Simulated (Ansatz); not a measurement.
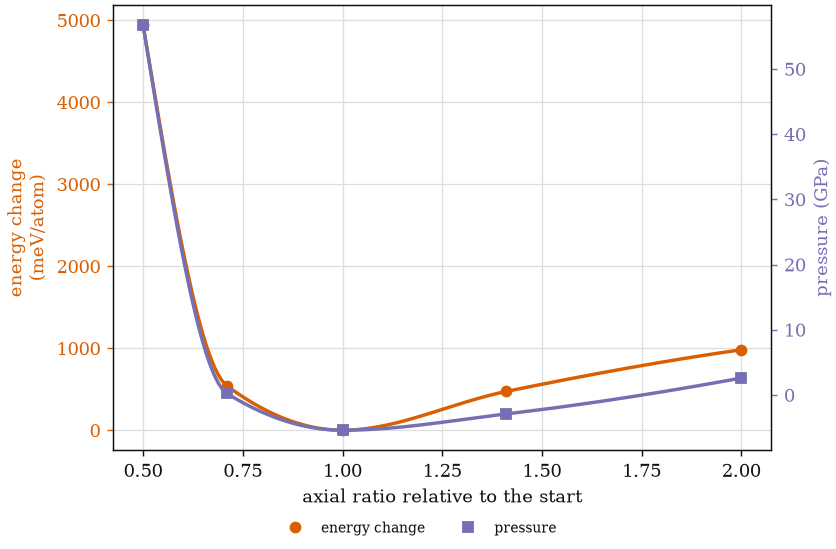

The plot gives the computed energy change and pressure against relative axial ratio for Hf, space group Im-3m (No. 229).

Starting cell:
```yaml
crystal:
  lattice:
    - [-1.80500, 1.80500, 1.80500]
    - [1.80500, -1.80500, 1.80500]
    - [1.80500, 1.80500, -1.80500]
  atoms:
    - { symbol: Hf, position: [0.00000, 0.00000, 0.00000] }
```

How it was computed, with Ansatz 0.2.0: deformation of a crystal at fixed volume, lengths along the axis scaled against those across it, fractional coordinates fixed, by plane-wave density functional theory with PAW datasets, free energies less that of the undisturbed cell, pressure positive in compression; scalar-relativistic. Level: r2SCAN, no spin polarisation.

wave cutoff 500 eV; k mesh 20×20×20; occupations Gaussian; smearing width 0.15 eV; k shift (0, 0, 0) (mesh steps); start as given; path trigonal; axis direction (0.5774, 0.5774, 0.5774) (Cartesian unit vector).

### Where is the energy change lowest, and are there other minima?

The lowest computed point is at relative axial ratio 1.00 (0 meV/atom), and no other minimum shows.

### Read off the course of the pressure.

It goes from 56.7 GPa at relative axial ratio 0.50 to 2.6 GPa at 2.00, not monotonically, with a low of −5.4 GPa at 1.00, and changes sign near 0.72 and 1.72.

Keep in mind: atoms far too close at some points of the scan; reference crystal is not relaxed.
